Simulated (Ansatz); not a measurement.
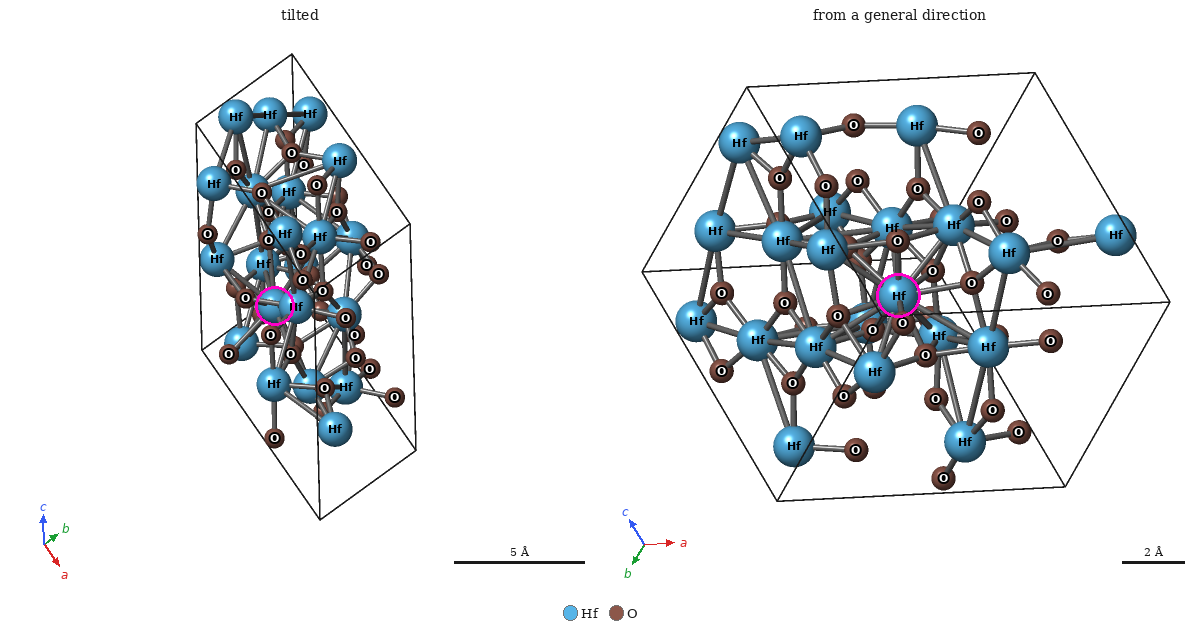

This ball-and-stick model is shown slightly off an axis and from a general direction. The supercell is outlined; an atom on or near a face, edge or corner is repeated at each equivalent position. The host is HfO2, in a cell of 48 sites, and the cell carries a charge of +2. A ring marks the defect's site.

Question: Spot the defect.

Answer: An interstitial hafnium atom. It is bonded to eight Hf and eight O (about 2.9 to 3.4 Å to Hf, 2.1 to 2.6 Å to O). Not all metal-metal contacts are counted.

The atoms were relaxed in the host's cell with DFT PBEsol, scalar-relativistic, plane waves, PAW (Ansatz 0.2.0).
